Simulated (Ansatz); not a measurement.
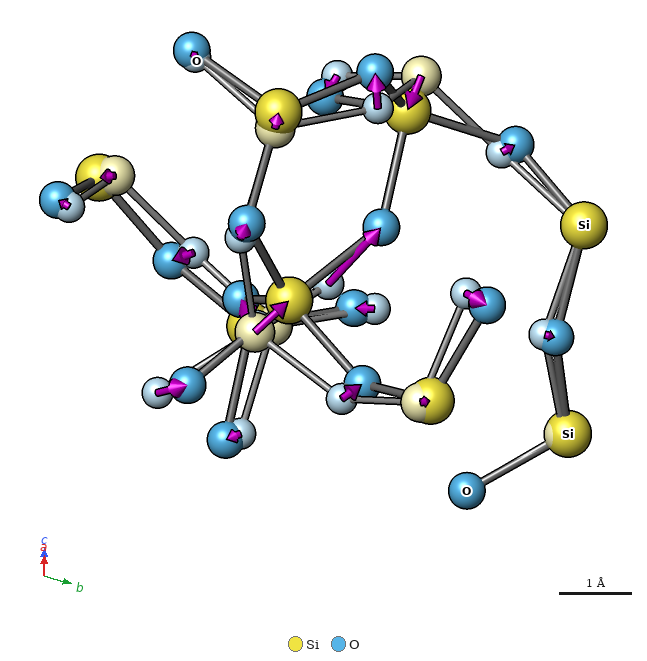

This is a relaxation of a defect cell of composition Si24O49 (cell charge −2). The starting structure is drawn faded, the final one solid; purple arrows show the displacements, at their true length.

The picture is a ball-and-stick view of the atoms within 4.2 Å of the atom that moves most (axes of the cell of the calculation (origin shifted)), seen from a free direction.

The calculation used Ansatz, DFT, PBEsol, PAW, plane waves. Settings: plane-wave cutoff 420 eV; k-point mesh 1 × 1 × 1; mesh shifted by (0.25, 0.25, 0.25); no spin polarisation; atoms relaxed in a fixed cell; force threshold 0.03 eV/Å; at most 80 steps.

What did the optimiser do to the structure, and how much energy did it gain?

Answer. An O atom moves most: 1.18 Å along [3 2 1]. Largest moves by element: O 1.18 Å, Si 0.66 Å. The lattice vectors keep their values. Among the contacts that change: O–Si 3.183 → 1.727 Å, O–Si 2.210 → 3.387 Å, O–O 1.426 → 2.406 Å, O–Si 1.175 → 1.576 Å. New bonds form, among them: O–Si (3.18 → 1.73 Å). Bond angles that change, for instance: O–Si–O 137.0° → 175.2°, O–Si–O 109.4° → 86.2°, Si–O–Si 142.4° → 119.7°. Over 11 geometry steps the energy falls by 19.516 eV per cell of the calculation. The largest force component goes from 45 to 0.0052 eV/Å. The run took 12 s on 1 × NVIDIA GB300 Max-Q with 8 threads of Arm Neoverse-V2, peak memory 1.9 GiB.

Limits of the set-up: the cell is charged, on a uniform background, and energies carry no finite-size correction.
